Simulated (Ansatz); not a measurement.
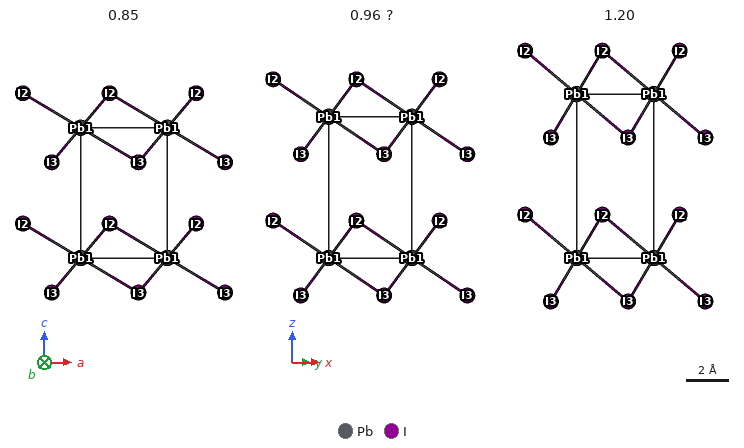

Energy scan for crystalline PbI2 (P-3m1), in which the ratio of the cell's length along z to its lengths across, counted as 1 for the reference, is changed at fixed volume (a c/a path), with the atoms kept at their fractional coordinates. x, y and z are the Cartesian axes of the input. A ball-and-stick model of the cell of the calculation, seen along the b axis.

Level of theory: DFT r2SCAN, scalar-relativistic, plane waves, PAW (Ansatz). Set-up: plane-wave cutoff 500 eV; k-point mesh 6 × 6 × 4; occupations gaussian; smearing width 0.05 eV; no spin polarisation. Energies (free energies at the smearing named) are counted from the cell as listed in its source, which wasn't relaxed.

| axial ratio over its reference value | ΔE (meV/atom) |
| --- | --- |
| 0.85 | 28.4 |
| 0.92 | 9.0 |
| 0.96 | ? |
| 1.00 | 0.0 |
| 1.10 | 9.1 |
| 1.20 | 41.2 |

**Estimate the missing energy from the other rows, and compare with the calculation.**

A straight line between the two neighbours gives 4.5 meV/atom. A cubic through the four nearest rows (0.85, 0.92, 1.00, 1.10) gives, with Lagrange weights, (−0.0853)(28.4) + (0.6111)(9.0) + (0.5133)(0.0) + (−0.0391)(9.1) = 2.7 meV/atom. The calculation gives 2.7 meV/atom, so the cubic is right to the digits shown and the straight line 1.8 meV/atom too high, as the curve bends upwards here.

The whole profile:

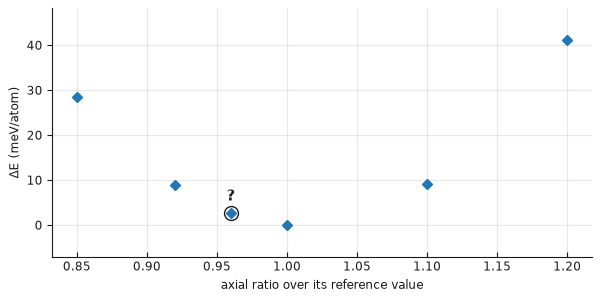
